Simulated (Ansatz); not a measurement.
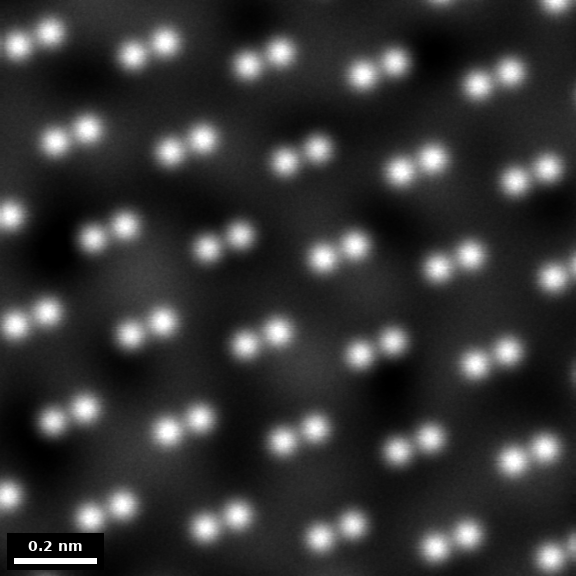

Z-contrast image of Ta (P6_3/mmc, No. 194). Simulated incoherent Z contrast: every atom adds Z^1.6 spread by a probe of 0.56 Å full width; channelling and multiple scattering are left out. The probe carries 15 % of its weight in a tail 2.5 times as wide. Shot noise, a slight drift and the speckle of an amorphous layer were added. Atomic positions: the end point of a relaxation with DFT, PBE, plane waves (420 eV) with PAW, scalar-relativistic (Ansatz); the starting structure was generated, so it need not be a known form of this composition.

```
CELL_PARAMETERS angstrom
2.89869 0.00000 0.00000
-1.44935 2.51034 0.00000
0.00000 0.00000 5.15088
ATOMIC_POSITIONS crystal
Ta 0.33333 0.66667 0.25000
Ta 0.66667 0.33333 0.75000
```

### Which beam direction gives this image, [310], [102], [101] or [001]? (Directions equivalent by symmetry count as one.)

[101]. The projected cells are 0.95 × 5.15 Å, 90° for [310]; 1.40 × 2.51 Å, 90° for [102]; 2.53 × 2.81 Å, 117° for [101]; 2.90 × 2.90 Å, 120° for [001], and the image repeats as the [101] one does.
